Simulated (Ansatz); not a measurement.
## Geometry relaxation of Ta (part 1 of 2)

Ta (R-3m, 3 atoms in the cell), computed with DFT PBEsol, scalar-relativistic, plane waves, PAW, no spin polarisation (Ansatz 0.2.0).

The structure was made by swapping elements on the sites of another compound; it need not be a known phase. It belongs to a series of runs on one base structure; here: samarium (9R) type (R-3m, No. 166). Figures and captions count atoms from 1; the log counts them from 0 in places.

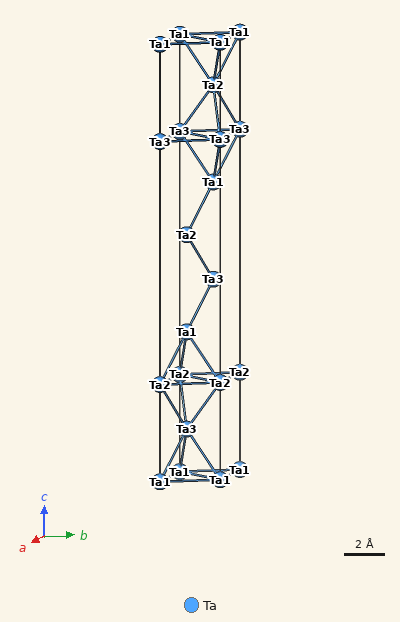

Fig. 1: The input geometry (ball-and-stick view of the cell 3 times as large as that of the calculation, set on its symmetry axes, seen slightly off an axis; atoms are numbered from 1 in the order of the input). Near neighbours in the crystal (not all of them lie inside the picture): Ta has 12 Ta at 3.11 to 3.13 Å.

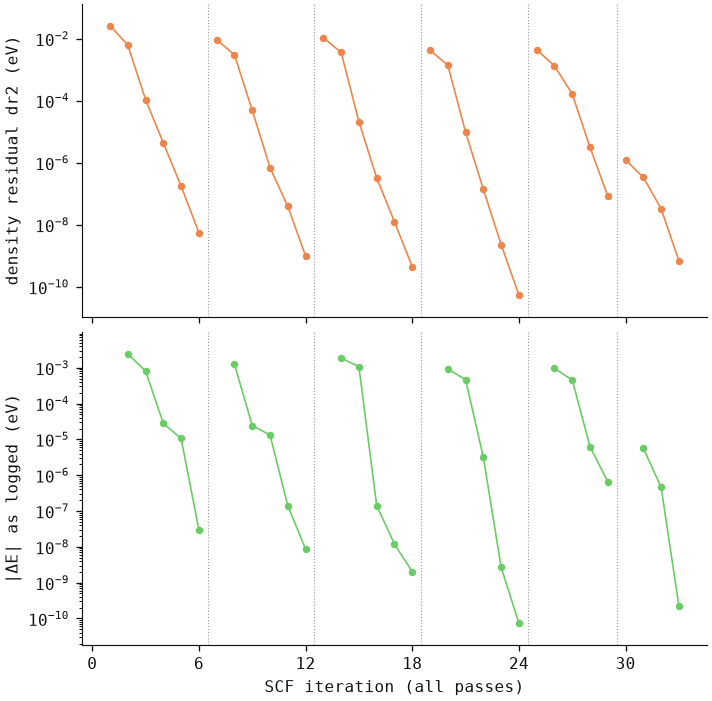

Fig. 2: Convergence of the self-consistent field: density residual dr2 and size of the energy change against the SCF iteration. The dotted lines part the SCF passes of the relaxation: geometry steps, rejected trials and re-solves on a re-selected basis. The 6 passes take 4 to 6 iterations each, 33 in all.

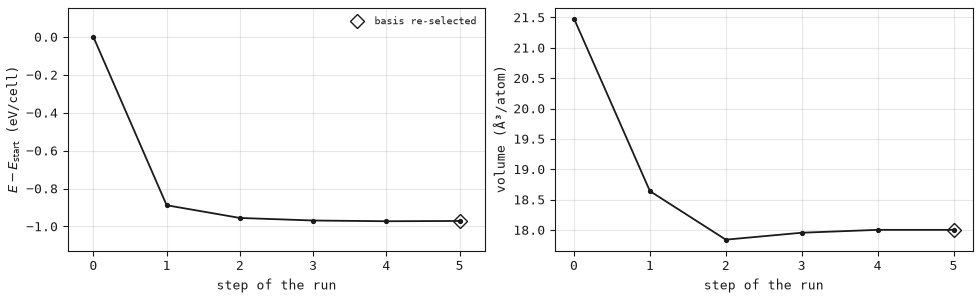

Fig. 3: Progress of the relaxation, step by step (the first geometry is step 0 here and step 1 in the log).

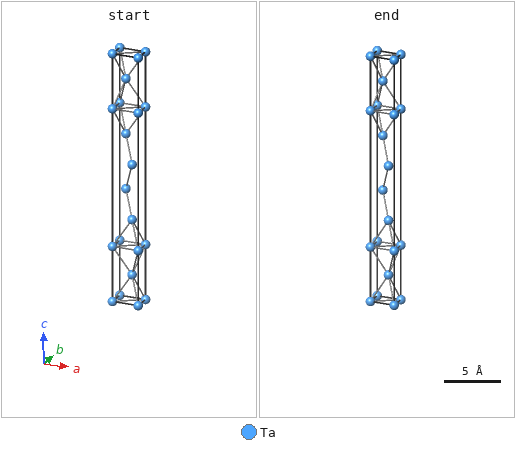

Fig. 4: Before (left) and after (right) the relaxation, at one scale (ball-and-stick view of the cell 3 times as large as that of the calculation, set on its symmetry axes, seen slightly off an axis). After 4 geometry steps the energy has fallen by 0.972 eV per cell of the calculation. Largest force component: 0.013 eV/Å at the start, 0.018 eV/Å at the end. The pressure goes from −24.80 to 0.27 GPa. No atom moves by more than 0.005 Å relative to the cell. The volume changes by −16.2 %, with a = b 3.134 → 2.884 Å (−8.0 %), c 22.723 → 22.492 Å (−1.0 %). Among the contacts that change: Ta1–Ta1 3.134 → 2.884 Å, Ta1–Ta2 3.106 → 3.002 Å. The space group stays R-3m (No. 166). A last SCF at the same geometry on a re-selected plane-wave basis shifts the energy by +1.4 meV per cell of the calculation. (Atoms are counted from 1 in the order of the input.)

The input that produced these results follows, with the program's output.

**Input**
```yaml
crystal:
  lattice:
    - [1.5672173524, 0.9048333602, 7.574263125]
    - [-1.5672173524, 0.9048333602, 7.574263125]
    - [0.0, -1.8096667206, 7.574263125]
  atoms:
    - { symbol: Ta, position: [0.0, 0.0, 0.0] }
    - { symbol: Ta, position: [0.22222, 0.22222, 0.22222] }
    - { symbol: Ta, position: [0.77778, 0.77778, 0.77778] }
basis:
  ecutwfc: 420
kpoints:
  mp_grid: { grid: [6, 6, 6] }
hamiltonian:
  xc: pbesol
scf:
  occupations: { method: gaussian, width: 0.1 }
  lower_state_search: "off"
output:
  forces: true
  stress: true
  eigenvalues: true
relax:
  adjacent_minimum: "off"
  f_tol: 0.04
  max_steps: 70
  cell: { stress_tol: 0.4 }
```

**Log**
```
basis.fft_grid_basis auto: the FFT boxes are laid along the combinations [[1, 0, -1], [0, 1, -1], [0, 0, 1]] of the cell's own vectors, 3.134, 3.134 and 7.787 Å long. The dense box has 24×24×54 points. Along the cell's own vectors, as sized, it would have 54×54×54, 5.06 times as many. Of the 12 symmetry operations that the crystal satisfies within crystal.symmetry.tolerance (time reversal apart; of a slab, those that keep its plane) the dense box along the cell's own vectors carries 12, and the one as laid loses 8 of those. basis.fft_grid_basis: typed keeps the cell's own vectors: state it where this run's energies or levels are differenced outside the engine with another run's, or held beside a run that keeps those vectors.
Engine: ansatz 0.2.0, x86_64-unknown-linux-gnu
Pseudopotentials: kind: paw
Pseudopotential: Ta, paw, valence charge 13, recommended cutoff 420 eV (normal), Ta.paw.azcp
Functional definition: PBEsol
  exchange = pbesol_x
  correlation = pbesol_c
Crystal: 3 atoms, lattice volume = 64.445 Å³
Basis set: ecut = 420 eV, 1255 PW (Γ), FFT grids on a1−a3, a2−a3, a3, exchange–correlation on 48×48×108 points (8 copies of the dense FFT grid, shifted against one another)
Bands: 24, of which v1, the nominal top of the filled ones, is band 20 counted from 1 (19 counted from 0)
Symmetry: 12 space group operations
Space group: R-3m (ITA 166), of the structure as read, at distance tolerance 4.0e-5 Å
k-points: 32 of 216
Non-local potential: Ta, projectors of the file, l = 0: 3, l = 1: 2, l = 2: 2, l = 3: 1
PAW form: soft (Blöchl's): semilocal exchange-correlation on the pseudo side does not see the compensation charge
PAW frozen core: Ta, regenerated for the run's functional, and the local potential with it (the file was generated under x = pbe(κ = 0.804, μ = 0.2195149727645171), c = pbe(β = 0.06672455060314922))
PAW one-centre angular grid: Ta, 590 points (default); XC on 64 Gauss nodes
Initial density: superposition of atomic densities (neutral atoms: chi_scale 0, normalization atom), corrected by the library's trained network
Initial wavefunctions: pseudopotential atomic-orbital guess
Functional: x = pbesol(κ = 0.804, μ = 0.12345679012345678), c = pbesol(β = 0.046)
SCF iter   1: F=—  HF=-29417.672527 eV  |F-HF|=—  |Δ(HF+E_count)|=         —  Δρ=4.85e-3  dr2=2.64e-2  ethr=1.77e-3  ⟨swp⟩=4.5  Hψ=3153  notcnv=0
preconditioner: auto → Kerker (q_TF=auto, 2.509 Å⁻¹)  [metal: Δε(μ)=0.007 eV  Ē_g=3.422 eV  σ=0.100 eV  W_gap=0.04  n_scr=18 (ndim 8)  ℏωp=17.9 eV  f_vac=0.000  D(μ)=5.33/eV (n_scr^D=56)]
SCF iter   2: F=—  HF=-29417.670082 eV  |F-HF|=—  |Δ(HF+E_count)|=   2.44e-3  Δρ=2.64e-3  dr2=6.16e-3  ethr=6.76e-5  ⟨swp⟩=1.0  Hψ=1027  notcnv=0
SCF iter   3: F=—  HF=-29417.669277 eV  |F-HF|=—  |Δ(HF+E_count)|=   8.06e-4  Δρ=3.66e-4  dr2=1.08e-4  ethr=1.58e-5  ⟨swp⟩=1.8  Hψ=835  notcnv=0
SCF iter   4: F=—  HF=-29417.669249 eV  |F-HF|=—  |Δ(HF+E_count)|=   2.80e-5  Δρ=7.29e-5  dr2=4.32e-6  ethr=2.77e-7  ⟨swp⟩=2.2  Hψ=963  notcnv=0
SCF iter   5: F=—  HF=-29417.669259 eV  |F-HF|=—  |Δ(HF+E_count)|=   1.06e-5  Δρ=1.47e-5  dr2=1.75e-7  ethr=1.11e-8  ⟨swp⟩=2.0  Hψ=1005  notcnv=0
SCF iter   6: F=-29417.669259 eV  HF=-29417.669259 eV  |F-HF|=1.62e-9  |Δ(HF+E_count)|=   2.98e-8  Δρ=3.10e-6  dr2=5.58e-9  ethr=2.56e-10  ⟨swp⟩=4.9  Hψ=2796  notcnv=0
SCF 1 converged in 6 iterations: F = -29417.669259 eV  dr2 = 5.58e-9
  greatest PAW one-centre occupation: 1.000 electrons in one spin orbital (limit 2), on the Ta atom at site 2 (counted from 0), in its partial waves of l = 0
relax step   1: F+E_penalty+E_count = -29417.66925932 eV  Δ(F+E_penalty+E_count) = +0.000e0 eV  max|allowed force component| = 1.281e-2 eV/Å  Δτ_max = 0.0000 Å  P = -24.802 GPa  Ω = 64.445 Å³  (6 SCF iters, dr2 threshold 1.00e-7 eV, accepted)
Crystal: 3 atoms, lattice volume = 55.923 Å³
Basis set: ecut = 420 eV, 1081 PW (Γ), FFT grids on a1−a3, a2−a3, a3, exchange–correlation on 48×48×108 points (8 copies of the dense FFT grid, shifted against one another)
Initial density: handed on by an earlier stage of this run
Initial wavefunctions: those handed on with the density
iter 1 solved again at ethr=2.58e-5 eV; its pass at ethr=3.10e-3 eV (dr2=1.01e-2 eV) is discarded
SCF iter   1: F=—  HF=-29418.555975 eV  |F-HF|=—  |Δ(HF+E_count)|=         —  Δρ=4.23e-3  dr2=9.17e-3  ethr=2.58e-5  ⟨swp⟩=1.6  Hψ=4918  notcnv=0
preconditioner: auto → Kerker (q_TF=auto, 2.569 Å⁻¹)  [metal: Δε(μ)=0.034 eV  Ē_g=3.902 eV  σ=0.100 eV  W_gap=0.19  n_scr=16 (ndim 8)  ℏωp=19.2 eV  f_vac=0.000  D(μ)=3.33/eV (n_scr^D=36)]
SCF iter   2: F=—  HF=-29418.557227 eV  |F-HF|=—  |Δ(HF+E_count)|=   1.25e-3  Δρ=2.46e-3  dr2=3.01e-3  ethr=2.35e-5  ⟨swp⟩=1.0  Hψ=768  notcnv=0
SCF iter   3: F=—  HF=-29418.557252 eV  |F-HF|=—  |Δ(HF+E_count)|=   2.44e-5  Δρ=2.85e-4  dr2=4.89e-5  ethr=7.71e-6  ⟨swp⟩=2.1  Hψ=1024  notcnv=0
SCF iter   4: F=—  HF=-29418.557238 eV  |F-HF|=—  |Δ(HF+E_count)|=   1.32e-5  Δρ=3.54e-5  dr2=6.99e-7  ethr=1.25e-7  ⟨swp⟩=2.0  Hψ=1004  notcnv=0
iter 5 did not close the SCF: its close was put off for the readings that it lacked (scf_convergence_deferred on its scf_iter line)
SCF iter   5: F=-29418.557238 eV  HF=-29418.557238 eV  |F-HF|=1.42e-8  |Δ(HF+E_count)|=   1.41e-7  Δρ=9.03e-6  dr2=3.92e-8  ethr=1.79e-9  ⟨swp⟩=2.8  Hψ=1319  notcnv=0
SCF iter   6: F=-29418.557238 eV  HF=-29418.557238 eV  |F-HF|=5.57e-10  |Δ(HF+E_count)|=   8.63e-9  Δρ=1.50e-6  dr2=9.90e-10  ethr=1.00e-10  ⟨swp⟩=3.0  Hψ=2789  notcnv=0
SCF 2 converged in 6 iterations: F = -29418.557238 eV  dr2 = 9.90e-10
relax step   2: F+E_penalty+E_count = -29418.55723826 eV  Δ(F+E_penalty+E_count) = -8.880e-1 eV  max|allowed force component| = 3.022e-4 eV/Å  Δτ_max = 0.0009 Å  P = -5.726 GPa  Ω = 55.923 Å³  energy of the carried Pulay correction = +2.300e-3 eV  (6 SCF iters, dr2 threshold 3.00e-7 eV, accepted)
Crystal: 3 atoms, lattice volume = 53.523 Å³
Basis set: ecut = 420 eV, 1039 PW (Γ), FFT grids on a1−a3, a2−a3, a3, exchange–correlation on 48×48×108 points (8 copies of the dense FFT grid, shifted against one another)
iter 1 solved again at ethr=2.62e-5 eV; its pass at ethr=3.10e-3 eV (dr2=1.02e-2 eV) is discarded
SCF iter   1: F=—  HF=-29418.627182 eV  |F-HF|=—  |Δ(HF+E_count)|=         —  Δρ=4.49e-3  dr2=1.06e-2  ethr=2.62e-5  ⟨swp⟩=1.8  Hψ=4884  notcnv=0
preconditioner: auto → Kerker (q_TF=auto, 2.588 Å⁻¹)  [metal: Δε(μ)=0.022 eV  Ē_g=4.075 eV  σ=0.100 eV  W_gap=0.12  n_scr=18 (ndim 8)  ℏωp=19.7 eV  f_vac=0.000  D(μ)=3.03/eV (n_scr^D=36)]
SCF iter   2: F=—  HF=-29418.625308 eV  |F-HF|=—  |Δ(HF+E_count)|=   1.87e-3  Δρ=2.56e-3  dr2=3.62e-3  ethr=2.62e-5  ⟨swp⟩=1.0  Hψ=768  notcnv=0
SCF iter   3: F=—  HF=-29418.624238 eV  |F-HF|=—  |Δ(HF+E_count)|=   1.07e-3  Δρ=2.58e-4  dr2=2.10e-5  ethr=9.27e-6  ⟨swp⟩=2.2  Hψ=990  notcnv=0
SCF iter   4: F=—  HF=-29418.624238 eV  |F-HF|=—  |Δ(HF+E_count)|=   1.42e-7  Δρ=3.20e-5  dr2=3.24e-7  ethr=5.38e-8  ⟨swp⟩=2.7  Hψ=1414  notcnv=0
iter 5 did not close the SCF: its close was put off for the readings that it lacked (scf_convergence_deferred on its scf_iter line)
SCF iter   5: F=-29418.624238 eV  HF=-29418.624238 eV  |F-HF|=3.17e-9  |Δ(HF+E_count)|=   1.19e-8  Δρ=5.40e-6  dr2=1.24e-8  ethr=8.30e-10  ⟨swp⟩=1.8  Hψ=1087  notcnv=0
SCF iter   6: F=-29418.624238 eV  HF=-29418.624238 eV  |F-HF|=1.75e-10  |Δ(HF+E_count)|=   2.02e-9  Δρ=9.19e-7  dr2=4.47e-10  ethr=3.18e-11  ⟨swp⟩=2.3  Hψ=2290  notcnv=0
SCF 3 converged in 6 iterations: F = -29418.624238 eV  dr2 = 4.47e-10
```
